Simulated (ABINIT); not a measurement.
## Single-point calculation, with input and output: Si

System: Si (1 atom in the cell).
Method: Kohn-Sham DFT of a periodic cell, LDA, PseudoDojo NC SR LDA v0.4 stringent, no spin polarisation (ABINIT 10.8.3).

The structure was built on a prototype by a generator; it need not be a known phase.

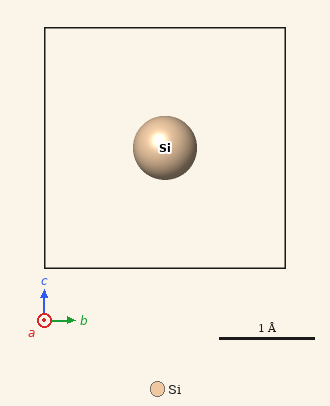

**Figure 1.** The structure as given in the input (ball-and-stick view of the cell of the calculation, along the a axis). An atom can appear more than once, as a periodic image. Near neighbours in the periodic cell (some may lie outside the picture): Si has 6 Si at 2.53 Å.

**Input**
```
# Pseudopotentials
pp_dirpath "./"
pseudos "Si.upf"

# Structure
acell 3*1.0 Angstrom
rprim
     2.5321100000     0.0000000000     0.0000000000
     0.0000000000     2.5321100000     0.0000000000
     0.0000000000     0.0000000000     2.5321100000
ntypat 1
znucl 14
natom 1
typat 1
xred
     0.5000000000     0.5000000000     0.5000000000

# Plane-wave basis
ecut 16.0

# k points
kptopt 1
ngkpt 10 10 10
nshiftk 1
shiftk 0.0 0.0 0.0

# Exchange and correlation
ixc 7

# Bands and occupations
nband 6
occopt 6
tsmear 0.05 eV

# SCF cycle
nstep 100
tolvrs 1.0e-10
boxcutmin 1.3

# Output
iomode 3
prtwf 0
prtden 0
prteig 0
prtebands 0
enunit 1
```

Hardware: 1 thread of Arm Neoverse V1, 24 GiB of memory available, shared host.

Command:
```bash
abinit run.abi > log 2>&1
```

**The program's output**
```
.Version 10.8.3 of ABINIT
 Symmetries : space group Pm -3 m (#221); Bravais cP (primitive cubic)
================================================================================
 Values of the parameters that define the memory need of the present run
     intxc =       0    ionmov =       0      iscf =       7    lmnmax =       6
     lnmax =       6     mgfft =      12  mpssoang =       3    mqgrid =    3001
     natom =       1  nloc_mem =       1    nspden =       1   nspinor =       1
    nsppol =       1      nsym =      48    n1xccc =    2501    ntypat =       1
    occopt =       6   xclevel =       1
       mpw =         344          nfft =        1728          nkpt =          56
================================================================================
================================================================================

--------------------------------------------------------------------------------
------------- Echo of variables that govern the present computation ------------
--------------------------------------------------------------------------------
 -outvars: echo values of preprocessed input variables --------
            acell      1.8897261259E+00  1.8897261259E+00  1.8897261259E+00 Bohr
              amu      2.80855000E+01
        boxcutmin      1.30000000E+00
             ecut      1.60000000E+01 Hartree
           enunit           1
                       outvar_i_n : Printing only first  50 k-points.
              ixc           7
                       outvar_i_n : Printing only first  50 k-points.
         kptrlatt       10    0    0      0   10    0      0    0   10
          kptrlen      4.78499442E+01
            natom           1
            nband           6
            ngfft          12      12      12
             nkpt          56
            nstep         100
             nsym          48
           ntypat           1
                       prtocc : prtvol=0, do not print more k-points.
           occopt           6
           prtden           0
        prtebands           0
           prteig           0
            prtwf           0
            rprim      2.5321100000E+00  0.0000000000E+00  0.0000000000E+00
                       0.0000000000E+00  2.5321100000E+00  0.0000000000E+00
                       0.0000000000E+00  0.0000000000E+00  2.5321100000E+00
          spgroup         221
           tolvrs      1.00000000E-10
           tsmear      1.83746611E-03 Hartree
            typat      1
                       outvars : Printing only first  50 k-points.
           xangst      1.2660550000E+00  1.2660550000E+00  1.2660550000E+00
            xcart      2.3924972103E+00  2.3924972103E+00  2.3924972103E+00
             xred      5.0000000000E-01  5.0000000000E-01  5.0000000000E-01
            znucl       14.00000

================================================================================

 chkinp: Checking input parameters for consistency.

================================================================================
== DATASET  1 ==================================================================

--- !DatasetInfo
iteration_state: {dtset: 1, }
dimensions: {natom: 1, nkpt: 56, mband: 6, nsppol: 1, nspinor: 1, nspden: 1, mpw: 344, }
cutoff_energies: {ecut:  16.0, pawecutdg:  -1.0, }
electrons: {nelect:   4.00000000E+00, charge:   0.00000000E+00, occopt:   6.00000000E+00, tsmear:   1.83746611E-03, }
meta: {optdriver: 0, ionmov: 0, optcell: 0, iscf: 7, paral_kgb: 0, }
...

 Exchange-correlation functional for the present dataset will be:
  LDA: Perdew-Wang 92 LSD fit to Ceperley-Alder data - ixc=7
  J.P.Perdew and Y.Wang, PRB 45, 13244 (1992)

 Real(R)+Recip(G) space primitive vectors, cartesian coordinates (Bohr,Bohr^-1):
 R(1)=  4.7849944  0.0000000  0.0000000  G(1)=  0.2089867  0.0000000  0.0000000
 R(2)=  0.0000000  4.7849944  0.0000000  G(2)=  0.0000000  0.2089867  0.0000000
 R(3)=  0.0000000  0.0000000  4.7849944  G(3)=  0.0000000  0.0000000  0.2089867
 Unit cell volume ucvol=  1.0955805E+02 bohr^3
 Angles (23,13,12)=  9.00000000E+01  9.00000000E+01  9.00000000E+01 degrees

 getcut: wavevector=  0.0000  0.0000  0.0000  ngfft=  12  12  12
         ecut(hartree)=     16.000   => boxcut(ratio)=   1.39275

 getcut : WARNING -
  Note that boxcut < 1.5; this usually means
  that the forces are being fairly strongly affected by the smallness of the FFT box.
  Be sure to test with larger ngfft(1:3) values.
  This situation might happen when optimizing the cell parameters.
  Your starting geometry might be crazy.
  See  .

--- Pseudopotential description ------------------------------------------------
- pspini: atom type   1  psp file is ./Si.upf
12 -1012 2 -1 1510                            pspcod,pspxc,lmax,lloc,mmax
     nproj     2     2     2

   2.66801583E+01                                ecore*ucvol(ha*bohr**3)
--------------------------------------------------------------------------------

================================================================================

--- !BeginCycle
iteration_state: {dtset: 1, }
solver: {iscf: 7, nstep: 100, nline: 4, wfoptalg: 0, }
tolerances: {tolvrs: 1.00E-10, }
...

     iter   Etot(hartree)      deltaE(h)  residm     vres2
 ETOT  1  -4.2517694210808    -4.252E+00 2.785E-02 1.817E-02
 ETOT  2  -4.2533125940326    -1.543E-03 2.402E-03 4.807E-04
 ETOT  3  -4.2533130683072    -4.743E-07 1.278E-03 1.962E-06
 ETOT  4  -4.2533130714347    -3.128E-09 4.605E-04 1.944E-08
 ETOT  5  -4.2533130714591    -2.439E-11 2.016E-04 1.981E-10
 ETOT  6  -4.2533130714593    -1.696E-13 1.039E-04 4.532E-13

 At SCF step    6       vres2   =  4.53E-13 < tolvrs=  1.00E-10 =>converged.

 Cartesian components of stress tensor (hartree/bohr^3)
  sigma(1 1)=  1.25898357E-04  sigma(3 2)=  0.00000000E+00
  sigma(2 2)=  1.25898357E-04  sigma(3 1)=  0.00000000E+00
  sigma(3 3)=  1.25898357E-04  sigma(2 1)=  0.00000000E+00

--- !ResultsGS
iteration_state: {dtset: 1, }
comment   : Summary of ground state results
lattice_vectors:
- [  4.7849944,   0.0000000,   0.0000000, ]
- [  0.0000000,   4.7849944,   0.0000000, ]
- [  0.0000000,   0.0000000,   4.7849944, ]
lattice_lengths: [   4.78499,    4.78499,    4.78499, ]
lattice_angles: [ 90.000,  90.000,  90.000, ] # degrees, (23, 13, 12)
lattice_volume:   1.0955805E+02
convergence: {deltae: -1.696E-13, res2:  4.532E-13, residm:  1.039E-04, diffor: null, }
etotal    :  -4.25331307E+00
entropy   :   0.00000000E+00
fermie    :   2.49733643E-01
cartesian_stress_tensor: # hartree/bohr^3
- [  1.25898357E-04,   0.00000000E+00,   0.00000000E+00, ]
- [  0.00000000E+00,   1.25898357E-04,   0.00000000E+00, ]
- [  0.00000000E+00,   0.00000000E+00,   1.25898357E-04, ]
pressure_GPa:  -3.7041E+00
xred      :
- [  5.0000E-01,   5.0000E-01,   5.0000E-01, Si]
cartesian_forces: # hartree/bohr
- [ -0.00000000E+00,  -0.00000000E+00,  -0.00000000E+00, ]
force_length_stats: {min:   0.00000000E+00, max:   0.00000000E+00, mean:   0.00000000E+00, }
...

 Integrated electronic density in atomic spheres:
 ------------------------------------------------
 Atom  Sphere_radius  Integrated_density
    1        2.00000          1.67693350
================================================================================

 ----iterations are completed or convergence reached----

 Mean square residual over all n,k,spin=   11.039E-07; max=  10.391E-05
 reduced coordinates (array xred) for    1 atoms
       0.500000000000      0.500000000000      0.500000000000
 rms dE/dt=  0.0000E+00; max dE/dt=  0.0000E+00; dE/dt below (all hartree)
    1       0.000000000000      0.000000000000      0.000000000000

 cartesian coordinates (angstrom) at end:
    1      1.26605500000000     1.26605500000000     1.26605500000000

 cartesian forces (hartree/bohr) at end:
    1     -0.00000000000000    -0.00000000000000    -0.00000000000000
 frms,max,avg= 0.0000000E+00 0.0000000E+00   0.000E+00  0.000E+00  0.000E+00 h/b

 cartesian forces (eV/Angstrom) at end:
    1     -0.00000000000000    -0.00000000000000    -0.00000000000000
 frms,max,avg= 0.0000000E+00 0.0000000E+00   0.000E+00  0.000E+00  0.000E+00 e/A
 length scales=  1.889726125908  1.889726125908  1.889726125908 bohr
              =  1.000000000000  1.000000000000  1.000000000000 angstroms
 Fermi (or HOMO) energy (eV) =   6.79560   Average Vxc (eV)= -10.50662
 Eigenvalues (   eV  ) for nkpt=  56  k points:
 kpt#   1, nband=  6, wtk=  0.00100, kpt=  0.0000  0.0000  0.0000 (reduced coord)
  -6.25747   14.36968   14.36968   14.46301   14.46301   14.46301
 prteigrs : prtvol=0 or 1, do not print more k-points.

--- !EnergyTerms
iteration_state     : {dtset: 1, }
comment             : Components of total free energy in Hartree
kinetic             :  1.53778486264947E+00
hartree             :  6.88993957721690E-02
xc                  : -1.55548262202063E+00
Ewald energy        : -4.74365857936691E+00
psp_core            :  2.43525304550123E-01
local_psp           : -4.54499853422583E-01
non_local_psp       :  6.50120070392483E-01
internal            : -4.25331142144588E+00
'-kT*entropy'       : -1.65001341549577E-06
total_energy        : -4.25331307145930E+00
total_energy_eV     : -1.15738544812559E+02
band_energy         :  2.44328208626441E-01
...

 Cartesian components of stress tensor (hartree/bohr^3)
  sigma(1 1)=  1.25898357E-04  sigma(3 2)=  0.00000000E+00
  sigma(2 2)=  1.25898357E-04  sigma(3 1)=  0.00000000E+00
  sigma(3 3)=  1.25898357E-04  sigma(2 1)=  0.00000000E+00

-Cartesian components of stress tensor (GPa)         [Pressure= -3.7041E+00 GPa]
- sigma(1 1)=  3.70405753E+00  sigma(3 2)=  0.00000000E+00
- sigma(2 2)=  3.70405753E+00  sigma(3 1)=  0.00000000E+00
- sigma(3 3)=  3.70405753E+00  sigma(2 1)=  0.00000000E+00

== END DATASET(S) ==============================================================
================================================================================

 -outvars: echo values of variables after computation  --------
            acell      1.8897261259E+00  1.8897261259E+00  1.8897261259E+00 Bohr
           etotal     -4.2533130715E+00
            fcart     -0.0000000000E+00 -0.0000000000E+00 -0.0000000000E+00
            rprim      2.5321100000E+00  0.0000000000E+00  0.0000000000E+00
                       0.0000000000E+00  2.5321100000E+00  0.0000000000E+00
                       0.0000000000E+00  0.0000000000E+00  2.5321100000E+00
           strten      1.2589835650E-04  1.2589835650E-04  1.2589835650E-04
                       0.0000000000E+00  0.0000000000E+00  0.0000000000E+00
           xangst      1.2660550000E+00  1.2660550000E+00  1.2660550000E+00
             xred      5.0000000000E-01  5.0000000000E-01  5.0000000000E-01
 Calculation completed.
```

**Key numbers**

- outcome: converged
- space group (tolerance 0.01 Å): Pm-3m (221)
- electrons treated: 4
- free energy: −115.7385 eV
- Fermi energy: 6.796 eV
- gap on the k-point mesh: none (metallic)
- pressure: −3.70 GPa
- largest force (length of the vector): under 0.001 eV/Å
- wall time: 1.8 s
- peak memory: 0.06 GiB
